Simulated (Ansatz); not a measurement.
Ga3O4

```
CELL_PARAMETERS angstrom
3.19905 0.00000 0.00000
-1.59953 2.77046 0.00000
0.00000 0.00000 31.84153
ATOMIC_POSITIONS crystal
Ga 0.00000 0.00000 0.23956
Ga 0.66667 0.33333 0.57289
Ga 0.33333 0.66667 0.90623
Ga 0.66667 0.33333 0.09377
Ga 0.33333 0.66667 0.42711
Ga 0.00000 0.00000 0.76044
Ga 0.00000 0.00000 0.00000
Ga 0.66667 0.33333 0.33333
Ga 0.33333 0.66667 0.66667
O 0.66667 0.33333 0.22369
O 0.33333 0.66667 0.55703
O 0.00000 0.00000 0.89036
O 0.00000 0.00000 0.30183
O 0.66667 0.33333 0.63516
O 0.33333 0.66667 0.96850
O 0.00000 0.00000 0.10964
O 0.66667 0.33333 0.44297
O 0.33333 0.66667 0.77631
O 0.66667 0.33333 0.03150
O 0.33333 0.66667 0.36484
O 0.00000 0.00000 0.69817
```

Space group R-3m; a generated structure, not necessarily the stable one; not relaxed (largest force 0.4 eV/Å); computed pressure about −6 GPa in this cell; computed without spin polarisation.

Level of theory: DFT r2SCAN, scalar-relativistic, plane waves, PAW (Ansatz).

In a PAW calculation such maps are meaningful between the atoms, not at the nuclei.

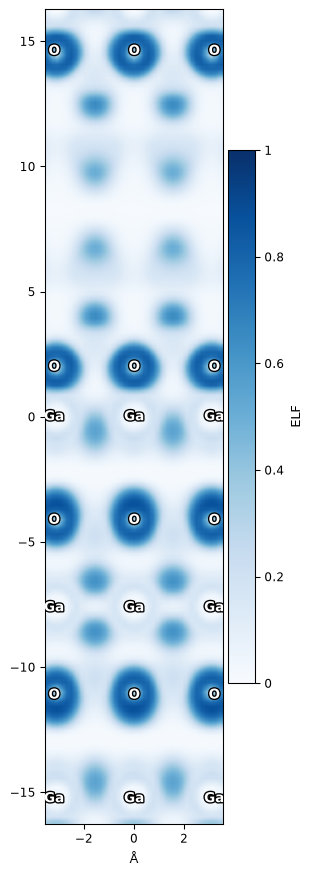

Figure 1. ELF on the (010) plane of the conventional cell.

> Read the bonding off the picture.

- The section cuts through Ga and O sites.
- Atoms just off the plane (Ga, 0.9 Å away and O, 0.9 Å away) can leave unmarked features too.
- Ga–O (1.98 Å): the ELF peaks at about 0.85 in the valence shell of O, 0.6 Å from its nucleus, and is about 0.35 at the midpoint.
- The ELF also peaks beside O, away from the bonds: lone-pair regions.

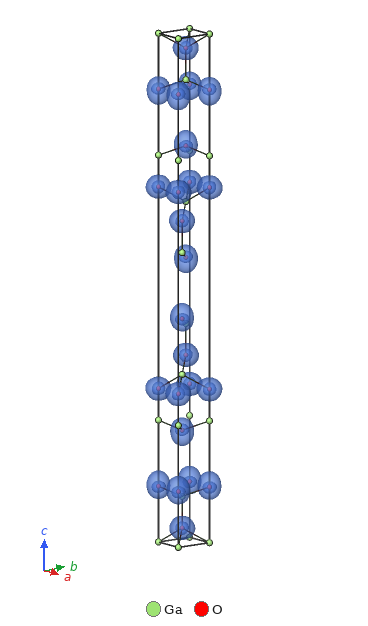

Figure 2. Isosurface of the ELF at 0.75 (blue), seen slightly off an axis. Only the valence region is drawn (cores and ρ < 0.01 e/Å³ removed). Sticks mark near contacts.

> Describe the localisation domains.

At this value the surface marks out twelve regions wrapped around O (the valence shell of each), counted in one cell of 21 atoms. Any copies at cell faces, edges or corners count once. Along the contacts the grid gives the following. Ga–O (1.91 Å): the ELF peaks at about 0.80 in the valence shell of O, 0.6 Å from its nucleus, and is about 0.35 at the midpoint.

> How much charge does the calculation move between the atoms?

Electrons move from Ga towards O. Bader charges: Ga +1.72 to +1.86 and O −1.33 e.

> Metal or insulator at this level of theory?

It is gapless in this calculation (a metal or semimetal).
